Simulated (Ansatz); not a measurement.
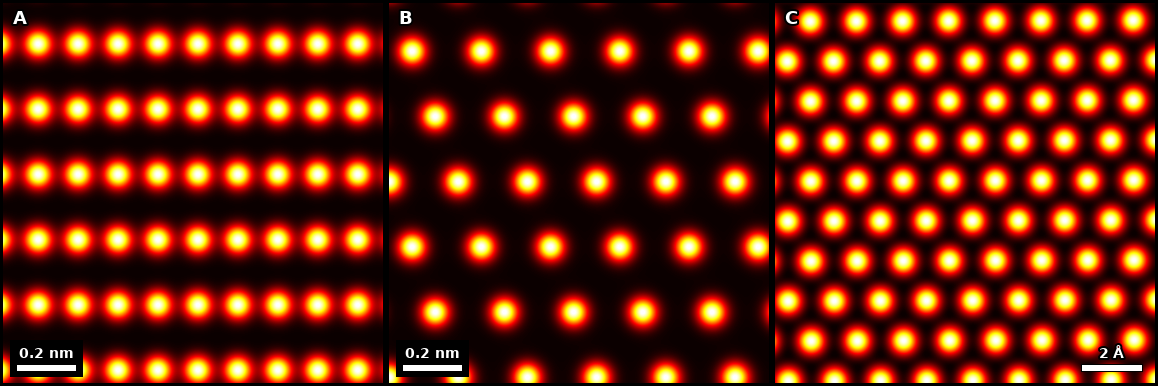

Three views of Si (Fm-3m, No. 225) along different zone axes. The image is simulated as a sum over atoms of Z^1.6, blurred by a 0.76 Å probe (no channelling). The probe carries 25 % of its weight in a tail 2.5 times as wide. Structure used: the geometry given to an electronic-structure calculation, possibly off equilibrium; the starting structure was generated, so it need not be a known form of this composition.

```
Si
1.0
     3.86557    0.00000    0.00000
     0.00000    3.86557    0.00000
     0.00000    0.00000    3.86557
Si
4
Cartesian
  0.0000 0.0000 0.0000
  0.0000 1.9328 1.9328
  1.9328 0.0000 1.9328
  1.9328 1.9328 0.0000
```

Question: Match the panels to the zone axes [110], [111] and [211].

Answer: A is [211]: projected cell 1.37 × 2.23 Å, 90°, plane group p2mm. B is [110]: projected cell 2.37 × 2.37 Å, 109°, plane group c2mm. C is [111]: projected cell 1.58 × 1.58 Å, 120°, plane group p6mm.
